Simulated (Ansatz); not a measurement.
System: Si.

Computed with Ansatz 0.2.0: relaxed lattice of one prototype by several density functionals, zero stress, symmetry kept, spin-unpolarised plane waves.

- prototype: lonsdaleite (2H)
- atoms in cell: 4
- periodic directions: 3

Predict the volume per atom by functional. The cases: HSE06; PBE; LDA; PBEsol; r2SCAN.

The least value, 19.676 Å³, is that of LDA, and the largest, 20.442 Å³, that of PBE.

```csv
functional,volume per atom (Å³),lattice constant a (Å),lattice constant c (Å)
HSE06,20.125,3.833,6.327
PBE,20.442,3.852,6.365
LDA,19.676,3.802,6.288
PBEsol,20.030,3.825,6.323
r2SCAN,20.162,3.832,6.341
```

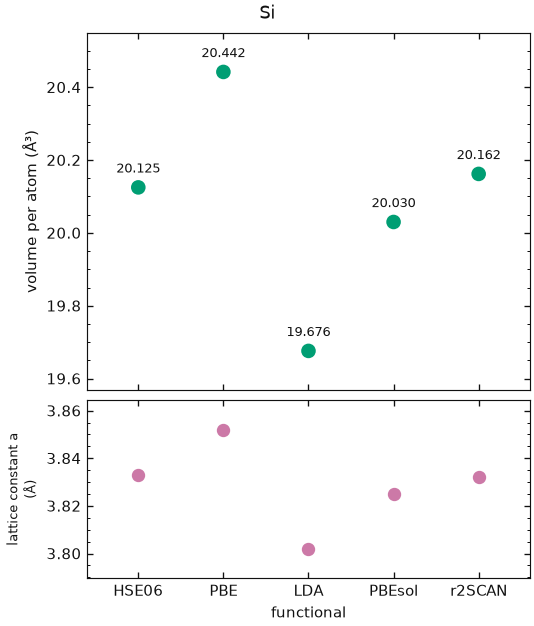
